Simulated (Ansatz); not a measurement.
## Run report: Ge₃Pt₂, geometry relaxation (part 1 of 2)

System: Ge₃Pt₂ (20 atoms in the cell).
Method: DFT r2SCAN, scalar-relativistic, plane waves, PAW, no spin polarisation (Ansatz 0.2.0).

The structure derives from a Materials Project entry. It belongs to a series of runs on one base structure; here: the database's cell, atoms relaxed. Figures and captions count atoms from 1; the log counts them from 0 in places.

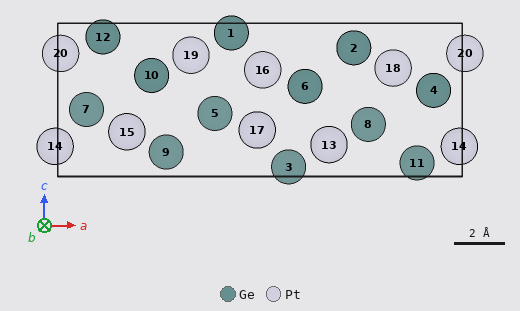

**Figure 1.** The starting structure (spheres-only view of the cell of the calculation, along the b axis; atoms are numbered from 1 in the order of the input). An atom can appear more than once, as a periodic image.

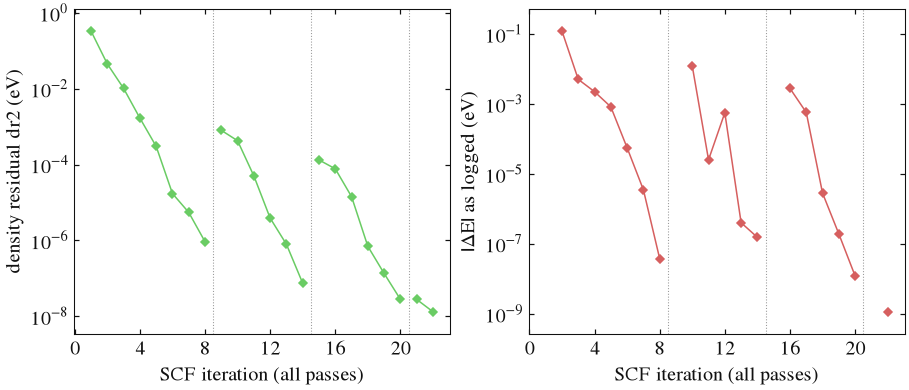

**Figure 2.** Convergence of the self-consistent field: density residual dr2 and size of the energy change against the SCF iteration. Dotted lines part the SCF passes that the log prints in full.

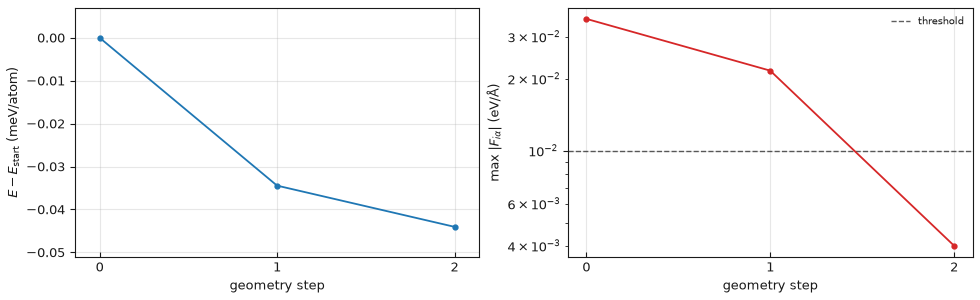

**Figure 3.** Progress of the relaxation, step by step (the first geometry is step 0 here and step 1 in the log). The energy falls by next to nothing (0.0 meV per atom) in 2 geometry steps. The largest force component goes from 0.036 to 0.004 eV/Å. The largest moves, 0.006 Å, are those of Ge5, Ge6, Ge11 and Ge12. By element the largest moves are Ge 0.006 Å, Pt 0.003 Å. The cell stays as it was. Among the contacts that change: Ge11–Pt20 2.624 → 2.629 Å. The space group stays Pnma (No. 62). (Atoms are counted from 1 in the order of the input.)

These pictures come from the run below.

### Input
```yaml
crystal:
  lattice:
    - [16.38358977, 0.0, 0.0]
    - [0.0, 3.46873993, 0.0]
    - [0.0, 0.0, 6.20484438]
  atoms:
    - { symbol: Ge, position: [0.42921336, 0.25, 0.93748755] }
    - { symbol: Ge, position: [0.73196021, 0.25, 0.84020677] }
    - { symbol: Ge, position: [0.57078664, 0.75, 0.06251245] }
    - { symbol: Ge, position: [0.92921336, 0.25, 0.56251245] }
    - { symbol: Ge, position: [0.38849863, 0.75, 0.41148181] }
    - { symbol: Ge, position: [0.61150137, 0.25, 0.58851819] }
    - { symbol: Ge, position: [0.07078664, 0.75, 0.43748755] }
    - { symbol: Ge, position: [0.76803979, 0.75, 0.34020677] }
    - { symbol: Ge, position: [0.26803979, 0.75, 0.15979323] }
    - { symbol: Ge, position: [0.23196021, 0.25, 0.65979323] }
    - { symbol: Ge, position: [0.88849863, 0.75, 0.08851819] }
    - { symbol: Ge, position: [0.11150137, 0.25, 0.91148181] }
    - { symbol: Pt, position: [0.67073884, 0.25, 0.20803928] }
    - { symbol: Pt, position: [0.99319301, 0.25, 0.19645512] }
    - { symbol: Pt, position: [0.17073884, 0.25, 0.29196072] }
    - { symbol: Pt, position: [0.50680699, 0.75, 0.69645512] }
    - { symbol: Pt, position: [0.49319301, 0.25, 0.30354488] }
    - { symbol: Pt, position: [0.82926116, 0.75, 0.70803928] }
    - { symbol: Pt, position: [0.32926116, 0.75, 0.79196072] }
    - { symbol: Pt, position: [0.00680699, 0.75, 0.80354488] }
basis:
  ecutwfc: 500
kpoints:
  mp_grid: { grid: [4, 10, 6] }
hamiltonian:
  xc: r2scan
scf:
  occupations: { method: gaussian, width: 0.1 }
output:
  forces: true
  stress: true
  eigenvalues: true
relax:
  adjacent_minimum: "off"
  f_tol: 0.01
  max_steps: 40
```

Launched with:
```bash
ansatz run input.yaml --threads 4 --pin off --max-ram 10240MiB --backend cpu --events-out ev --progress --plain --runs-dir out
```

### What the program printed
```
Warning: output.stress: scf.convergence.dr2_threshold = 1e-7 eV (the SCF's general default) is looser than the 2e-9 eV advised for a printed stress (1e-10 eV for each atom of the cell: 20). What an SCF threshold leaves in a stress goes as its square root, and in the free energy as the threshold itself, and one threshold admits the most on a small cell: of the crystals measured, under no hybrid functional and no lock of the moments, on runs that ended without the residual-converged pass, on stresses that held no estimate of that error, the worst erred by over 100 MPa in a component at 1e-7 eV an atom and by under 5 at 1e-10. Every solve of this run answers to scf.convergence.dr2_threshold, and the tensor of one is reported: a single SCF on the reported geometry and on this run's grids (its basis.xc_grid and basis.ecutrho_ratio typed), with scf.convergence.dr2_threshold at 2e-9 eV or tighter, prints it and tightens no other solve. Else set scf.convergence.dr2_threshold to 2e-9 eV or tighter. The threshold is an SCF's pass mark: one that does not reach it within its budget of iterations ends unconverged, or closes short of it on a stop that the run arms, and scf.convergence.dr2_threshold's page says what that costs each kind of run
Engine: ansatz 0.2.0, x86_64-unknown-linux-gnu
Pseudopotentials: kind: paw
Pseudopotential: Ge, paw, valence charge 14, recommended cutoff 500 eV (meta_gga), Ge.paw.azcp
Pseudopotential: Pt, paw, valence charge 18, recommended cutoff 500 eV (meta_gga), Pt.paw.azcp
Functional definition: r2SCAN
  parameter k0 = 0.174
  parameter k1 = 0.065
  parameter a1 = 4.9479
  exchange = r2scan_x(k0 = k0, k1 = k1, a1 = a1)
  correlation = r2scan_c
Crystal: 20 atoms, lattice volume = 352.624 Å³
Basis set: ecut = 500 eV, 8953 PW (Γ), exchange–correlation on 480×108×192 points (64 copies of the dense FFT grid, shifted against one another)
Bands: 188, of which v1, the nominal top of the filled ones, is band 156 counted from 1 (155 counted from 0)
Symmetry: 8 space group operations
Space group: Pnma (ITA 62), of the structure as read, at distance tolerance 7.1e-5 Å
k-points: 72 of 240
Non-local potential: Ge, projectors of the file, l = 0: 2, l = 1: 2, l = 2: 3, l = 3: 1
Non-local potential: Pt, projectors of the file, l = 0: 3, l = 1: 2, l = 2: 2, l = 3: 1
PAW form: soft (Blöchl's): semilocal exchange-correlation on the pseudo side does not see the compensation charge
PAW frozen core: Ge, regenerated for the run's functional (the file was generated under x = pbe(κ = 0.804, μ = 0.2195149727645171), c = pbe(β = 0.06672455060314922))
PAW frozen core: Pt, regenerated for the run's functional (the file was generated under x = pbe(κ = 0.804, μ = 0.2195149727645171), c = pbe(β = 0.06672455060314922))
PAW one-centre angular grid: Ge, 590 points (default); XC on 160 Gauss nodes
PAW one-centre angular grid: Pt, 590 points (default); XC on 160 Gauss nodes
Initial density: superposition of atomic densities (neutral atoms: chi_scale 0, normalization atom), corrected by the library's trained network
Initial wavefunctions: pseudopotential atomic-orbital guess
Functional: x = r2scan, c = r2scan; τ floored in thin density (d = 2e-4 eV/Å³)
SCF iter   1: F=—  HF=-151937.186864 eV  |F-HF|=—  |Δ(HF+E_count)|=         —  Δρ=9.65e-3  dr2=3.31e-1  dr2_τ=2.01e-1  ethr=1.77e-3  ⟨swp⟩=5.0  Hψ=44736  notcnv=0  defer=893
preconditioner: auto → Kerker (q_TF=auto, 2.673 Å⁻¹)  [metal: Δε(μ)=0.020 eV  Ē_g=19.217 eV  σ=0.100 eV  W_gap=0.11  n_scr=114 (ndim 8)  ℏωp=31.1 eV  f_vac=0.000  D(μ)=5.20/eV (n_scr^D=22)]
SCF iter   2: F=—  HF=-151937.307641 eV  |F-HF|=—  |Δ(HF+E_count)|=   1.21e-1  Δρ=3.86e-3  dr2=4.50e-2  dr2_τ=7.85e-3  ethr=1.06e-4  ⟨swp⟩=2.0  Hψ=25042  notcnv=0  defer=1773
SCF iter   3: F=—  HF=-151937.312657 eV  |F-HF|=—  |Δ(HF+E_count)|=   5.02e-3  Δρ=1.93e-3  dr2=1.02e-2  dr2_τ=3.52e-4  ethr=1.44e-5  ⟨swp⟩=2.0  Hψ=15415  notcnv=0  defer=1773
SCF iter   4: F=—  HF=-151937.314889 eV  |F-HF|=—  |Δ(HF+E_count)|=   2.23e-3  Δρ=5.43e-4  dr2=1.68e-3  dr2_τ=2.18e-4  ethr=3.26e-6  ⟨swp⟩=2.0  Hψ=20665  notcnv=0  defer=1773
SCF iter   5: F=—  HF=-151937.314067 eV  |F-HF|=—  |Δ(HF+E_count)|=   8.22e-4  Δρ=2.65e-4  dr2=3.02e-4  dr2_τ=7.33e-6  ethr=5.40e-7  ⟨swp⟩=2.0  Hψ=20671  notcnv=0  defer=1773
SCF iter   6: F=—  HF=-151937.314123 eV  |F-HF|=—  |Δ(HF+E_count)|=   5.56e-5  Δρ=6.49e-5  dr2=1.72e-5  dr2_τ=3.52e-6  ethr=9.68e-8  ⟨swp⟩=2.0  Hψ=16359  notcnv=0  defer=1773
SCF iter   7: F=—  HF=-151937.314126 eV  |F-HF|=—  |Δ(HF+E_count)|=   3.50e-6  Δρ=2.99e-5  dr2=5.47e-6  dr2_τ=7.67e-7  ethr=8.01e-10  ⟨swp⟩=9.5  Hψ=58474  notcnv=0
SCF iter   8: F=-151937.314126 eV  HF=-151937.314126 eV  |F-HF|=4.04e-7  |Δ(HF+E_count)|=   3.77e-8  Δρ=9.61e-6  dr2=9.25e-7  dr2_τ=7.02e-8  ethr=8.01e-10  ⟨swp⟩=4.6  Hψ=39683  notcnv=0
SCF 1 converged in 8 iterations: F = -151937.314126 eV  dr2 = 9.25e-7
  greatest PAW one-centre occupation: 1.000 electrons in one spin orbital (limit 2), on the Pt atom at site 18 (counted from 0), in its partial waves of l = 0
relax step   1: F+E_penalty+E_count = -151937.31412588 eV  Δ(F+E_penalty+E_count) = +0.000e0 eV  max|allowed force component| = 3.559e-2 eV/Å  Δτ_max = 0.0000 Å  (8 SCF iters, dr2 threshold 2.50e-6 eV, accepted)
Initial density: handed on by an earlier stage of this run
Initial wavefunctions: those handed on with the density
iter 1 solved again at ethr=2.57e-7 eV; its pass at ethr=3.10e-3 eV (dr2=8.02e-4 eV) is discarded
SCF iter   1: F=—  HF=-151937.303234 eV  |F-HF|=—  |Δ(HF+E_count)|=         —  Δρ=7.67e-4  dr2=7.97e-4  dr2_τ=2.71e-2  ethr=2.57e-7  ⟨swp⟩=2.0  Hψ=36382  notcnv=0  defer=1801
preconditioner: auto → Kerker (q_TF=auto, 2.673 Å⁻¹)  [metal: Δε(μ)=0.007 eV  Ē_g=19.125 eV  σ=0.100 eV  W_gap=0.04  n_scr=114 (ndim 8)  ℏωp=31.1 eV  f_vac=0.001  D(μ)=5.09/eV (n_scr^D=22)]
SCF iter   2: F=—  HF=-151937.315348 eV  |F-HF|=—  |Δ(HF+E_count)|=   1.21e-2  Δρ=5.03e-4  dr2=4.24e-4  dr2_τ=1.63e-5  ethr=2.55e-7  ⟨swp⟩=2.0  Hψ=22998  notcnv=0  defer=1801
SCF iter   3: F=—  HF=-151937.315373 eV  |F-HF|=—  |Δ(HF+E_count)|=   2.52e-5  Δρ=1.51e-4  dr2=5.01e-5  dr2_τ=7.89e-6  ethr=1.36e-7  ⟨swp⟩=2.0  Hψ=15284  notcnv=0  defer=1801
SCF iter   4: F=—  HF=-151937.314814 eV  |F-HF|=—  |Δ(HF+E_count)|=   5.58e-4  Δρ=3.01e-5  dr2=3.87e-6  dr2_τ=4.32e-7  ethr=1.61e-8  ⟨swp⟩=2.0  Hψ=21279  notcnv=0  defer=1801
SCF iter   5: F=—  HF=-151937.314815 eV  |F-HF|=—  |Δ(HF+E_count)|=   4.01e-7  Δρ=1.53e-5  dr2=7.88e-7  dr2_τ=7.97e-8  ethr=1.24e-9  ⟨swp⟩=2.0  Hψ=19222  notcnv=0  defer=1801
SCF iter   6: F=-151937.314815 eV  HF=-151937.314815 eV  |F-HF|=2.15e-8  |Δ(HF+E_count)|=   1.53e-7  Δρ=4.40e-6  dr2=7.41e-8  dr2_τ=4.59e-9  ethr=3.21e-11  ⟨swp⟩=7.0  Hψ=57538  notcnv=0
SCF 2 converged in 6 iterations: F = -151937.314815 eV  dr2 = 7.41e-8
relax step   2: F+E_penalty+E_count = -151937.31481482 eV  Δ(F+E_penalty+E_count) = -6.889e-4 eV  max|allowed force component| = 2.161e-2 eV/Å  Δτ_max = 0.0082 Å  (6 SCF iters, accepted)
SCF iter   1: F=—  HF=-151937.312803 eV  |F-HF|=—  |Δ(HF+E_count)|=         —  Δρ=3.16e-4  dr2=1.32e-4  dr2_τ=6.73e-3  ethr=4.04e-7  ⟨swp⟩=2.8  Hψ=27687  notcnv=0  defer=536
preconditioner: auto → Kerker (q_TF=auto, 2.673 Å⁻¹)  [metal: Δε(μ)=0.005 eV  Ē_g=19.126 eV  σ=0.100 eV  W_gap=0.03  n_scr=114 (ndim 8)  ℏωp=31.1 eV  f_vac=0.001  D(μ)=5.12/eV (n_scr^D=22)]
SCF iter   2: F=—  HF=-151937.315574 eV  |F-HF|=—  |Δ(HF+E_count)|=   2.77e-3  Δρ=2.15e-4  dr2=7.70e-5  dr2_τ=3.63e-6  ethr=4.24e-8  ⟨swp⟩=2.0  Hψ=26882  notcnv=0  defer=548
SCF iter   3: F=—  HF=-151937.315004 eV  |F-HF|=—  |Δ(HF+E_count)|=   5.70e-4  Δρ=8.33e-5  dr2=1.42e-5  dr2_τ=1.64e-6  ethr=2.47e-8  ⟨swp⟩=2.4  Hψ=17777  notcnv=0  defer=548
SCF iter   4: F=—  HF=-151937.315007 eV  |F-HF|=—  |Δ(HF+E_count)|=   2.82e-6  Δρ=1.57e-5  dr2=6.95e-7  dr2_τ=3.70e-8  ethr=4.54e-9  ⟨swp⟩=2.0  Hψ=21484  notcnv=0  defer=548
SCF iter   5: F=—  HF=-151937.315007 eV  |F-HF|=—  |Δ(HF+E_count)|=   1.92e-7  Δρ=6.64e-6  dr2=1.34e-7  dr2_τ=8.38e-9  ethr=2.23e-10  ⟨swp⟩=2.0  Hψ=19228  notcnv=0  defer=548
SCF iter   6: F=-151937.315007 eV  HF=-151937.315007 eV  |F-HF|=5.59e-9  |Δ(HF+E_count)|=   1.21e-8  Δρ=2.71e-6  dr2=2.78e-8  dr2_τ=1.12e-9  ethr=3.21e-11  ⟨swp⟩=7.3  Hψ=46501  notcnv=0
SCF 3 converged in 6 iterations: F = -151937.315007 eV  dr2 = 2.78e-8
relax step   3: F+E_penalty+E_count = -151937.31500715 eV  Δ(F+E_penalty+E_count) = -1.923e-4 eV  max|allowed force component| = 3.999e-3 eV/Å  Δτ_max = 0.0024 Å  (6 SCF iters, accepted)
iter 1 solved again at ethr=9.00e-12 eV; its pass at ethr=3.10e-3 eV (dr2=2.81e-8 eV) is discarded
SCF iter   1: F=—  HF=-151937.315007 eV  |F-HF|=—  |Δ(HF+E_count)|=         —  Δρ=2.71e-6  dr2=2.77e-8  dr2_τ=1.12e-9  ethr=9.00e-12  ⟨swp⟩=1.0  Hψ=37800  notcnv=0
preconditioner: auto → Kerker (q_TF=auto, 2.673 Å⁻¹)  [metal: Δε(μ)=0.006 eV  Ē_g=19.126 eV  σ=0.100 eV  W_gap=0.03  n_scr=114 (ndim 8)  ℏωp=31.1 eV  f_vac=0.001  D(μ)=5.12/eV (n_scr^D=22)]
SCF iter   2: F=-151937.315007 eV  HF=-151937.315007 eV  |F-HF|=2.04e-10  |Δ(HF+E_count)|=   1.14e-9  Δρ=1.78e-6  dr2=1.31e-8  dr2_τ=3.91e-10  ethr=8.88e-12  ⟨swp⟩=3.0  Hψ=30744  notcnv=0
SCF 4 converged in 2 iterations: F = -151937.315007 eV  dr2 = 1.31e-8
SCF converged after 2 iterations
Free energy (F): -151937.315007 eV
Harris-Foulkes:  -151937.315007 eV  (|F-HF|=2.04e-10)
Internal energy: -151937.289424 eV  (E = F + TS)
E sigma→0 (E₀):  -151937.302216 eV
Entropy (-TS):   -0.025583 eV (-1.279 meV/atom)
Fermi energy:    14.714296 eV
--- Per-component energies (eV) ---
  E_band       = -3292.975140
  E_kinetic    = 6442.975386
  E_local      = -41716.028740  (includes V_loc(G=0)·N_el)
  E_nonlocal   = 6637.360963
  E_hartree    = 17464.853673
  E_xc         = -2839.833914
  E_vxc        = -3533.789592  (∫ρ·V_xc dr)
  E_paw        = -100240.585216  (= ΣΔE_a)
  E_vpaw       = -6275.215241  (= ΣTr[D̂ρ^β])
  E_aug_tail   = 0.001421  (compensation charges beyond the density's cutoff)
  E_vtau       = 222.012058  (kinetic-family band-sum trace: ∫τ·v_τ [+ j·A + Jᵃ·Aᵃ] dr)
  E_ewald      = -37671.151852
  E_core_change = -14.881145  (= ΣΔE_core)
  E_smearing   = -0.025583  (= −TS)
  E_closure    = 0.000000  (closes the sum)
  Σ components = -151937.315007   (vs F -151937.315007, Δ=0.00e0)
--- Forces (eV/Å), atoms counted from 1 ---
  atom   1  Ge    -0.00113234     0.00000000    -0.00001112
  atom   2  Ge    -0.00379584     0.00000000    -0.00090821
  atom   3  Ge     0.00113234    -0.00000000     0.00001112
  atom   4  Ge    -0.00113234    -0.00000000     0.00001112
  atom   5  Ge    -0.00006922    -0.00000000    -0.00165951
  atom   6  Ge     0.00006922     0.00000000     0.00165951
  atom   7  Ge     0.00113234     0.00000000    -0.00001112
  atom   8  Ge     0.00379584     0.00000000    -0.00090821
  atom   9  Ge     0.00379584    -0.00000000     0.00090821
  atom  10  Ge    -0.00379584    -0.00000000     0.00090821
  atom  11  Ge    -0.00006922    -0.00000000     0.00165951
  atom  12  Ge     0.00006922     0.00000000    -0.00165951
  atom  13  Pt    -0.00344878     0.00000000    -0.00022065
  atom  14  Pt    -0.00399240     0.00000000    -0.00033454
  atom  15  Pt    -0.00344878    -0.00000000     0.00022065
  atom  16  Pt     0.00399240     0.00000000    -0.00033454
  atom  17  Pt    -0.00399240    -0.00000000     0.00033454
  atom  18  Pt     0.00344878     0.00000000    -0.00022065
  atom  19  Pt     0.00344878    -0.00000000     0.00022065
  atom  20  Pt     0.00399240    -0.00000000     0.00033454
  max |Σ_I F_I| component: 1.52e-18 eV/Å
--- Stress (GPa, compression-positive) ---
       -0.130196      -0.000000       0.000000
       -0.000000      -0.292230      -0.000000
        0.000000      -0.000000      -0.016809
  P = ⅓ Tr σ = -0.1464 GPa (-1.464 kbar)
--- Band table (eV; the first three rows and the last of 72) ---
```
